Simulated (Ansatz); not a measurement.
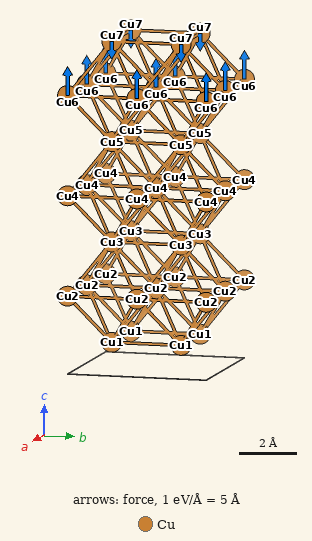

Starting geometry of a slab of composition Cu with the computed forces as blue arrows. Style: ball-and-stick. Shown: the 2 × 2 repeat of the cell, outlined in the plane, without the vacuum, slightly off an axis.

The slab is the (1 0 0) face of Cu. The run lets the atoms move in a fixed cell, from this start: the (1 0 0) slab of Cu, cut from the database cell, not relaxed. 3 atoms are held fixed.

Theory: Kohn-Sham DFT of a periodic cell, PBE, Ansatz PAW in Ansatz.

The input:
```yaml
crystal:
  lattice:
    - [2.556191014, 0.0, 0.0]
    - [0.0, 2.556191014, 0.0]
    - [0.0, 0.0, 25.845]
  atoms:
    - { symbol: Cu, position: [0.5, 0.5, 0.2901915264] }
    - { symbol: Cu, position: [0.0, 0.0, 0.3601276843] }
    - { symbol: Cu, position: [0.5, 0.5, 0.4300638421] }
    - { symbol: Cu, position: [0.0, 0.0, 0.5] }
    - { symbol: Cu, position: [0.5, 0.5, 0.5699361579] }
    - { symbol: Cu, position: [0.0, 0.0, 0.6398723157] }
    - { symbol: Cu, position: [0.5, 0.5, 0.7098084736] }
hamiltonian:
  xc: pbe
  pseudopotentials: { kind: paw }
kpoints:
  mp_grid: { grid: [10, 10, 1] }
scf:
  occupations: { method: fermi_dirac, width: 0.05 }
output:
  forces: true
  eigenvalues: true
relax:
  f_tol: 0.02
  max_steps: 40
  constraints: [{ sites: [0, 1, 2] }]
efield:
  axis: 3
  dipole_correction: true
  ramp_width: 0.04
```

Run as
```bash
ansatz run input.yaml --threads 4 --pin off --max-ram 11264MiB --backend cpu --events-out ev --progress --plain --runs-dir out
```

> What follows when this structure is relaxed?

It isn't relaxed: the largest force vector, on Cu6, is 0.21 eV/Å. The final displacements follow the starting forces only in part (cosine between the two patterns 0.53). Over 2 accepted moves (3 points after the start) the energy falls by 4.7 meV per cell of the calculation. The largest force component goes from 0.21 to 0.0033 eV/Å. 1 step only repeated the SCF at the same geometry. Cu6 moves most: 0.056 Å along the normal (+c). The lattice vectors keep their values. Near-neighbour distances that change, for instance: Cu6–Cu7 2.556 → 2.529 Å, Cu3–Cu4 2.556 → 2.569 Å.
